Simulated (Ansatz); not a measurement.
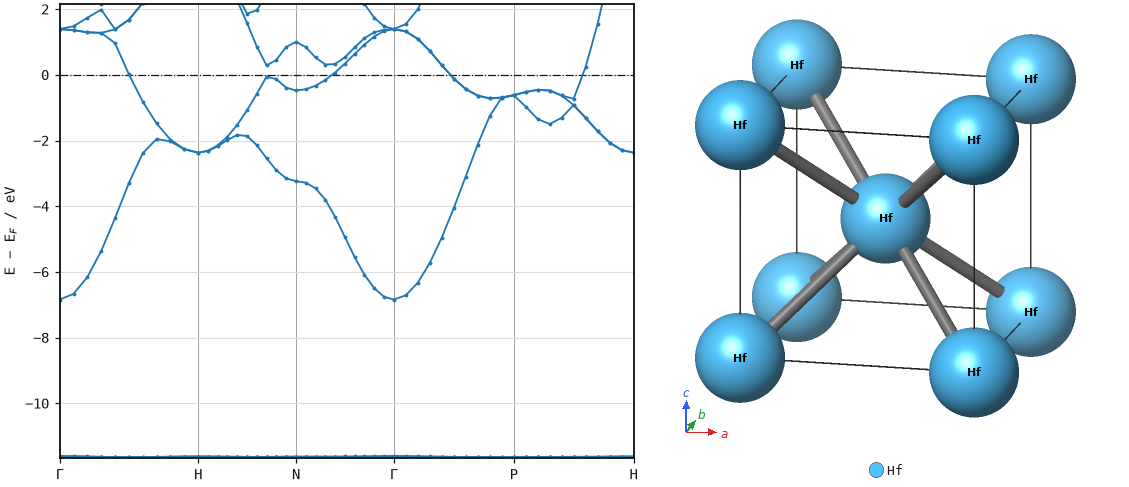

Band structure, beside the structure. Energies are counted from the Fermi level.

The material is bcc Hf, space group Im-3m, 1 atom in the primitive cell; cubic a = 3.610 Å.

Level of theory: LDA, all-electron LAPW, no spin polarisation, no spin-orbit coupling, 10×10×10 k mesh, Fermi-Dirac smearing of 0.05 eV; code Ansatz.

Question: Does this material conduct, going by its bands?

Answer: A metal: bands cross the Fermi level along this path.

Question: Which levels at N lie nearest to the Fermi level?

Answer: At N the nearest levels lie 0.48 eV below and 1.00 eV above the Fermi level.

Spin-orbit coupling is left out, which matters for Hf. The cell is at −13 GPa in this functional. This isn't the form of Hf at room conditions, which is hcp. Bands are joined in order of energy, so crossings between the computed points show as kinks or gaps.
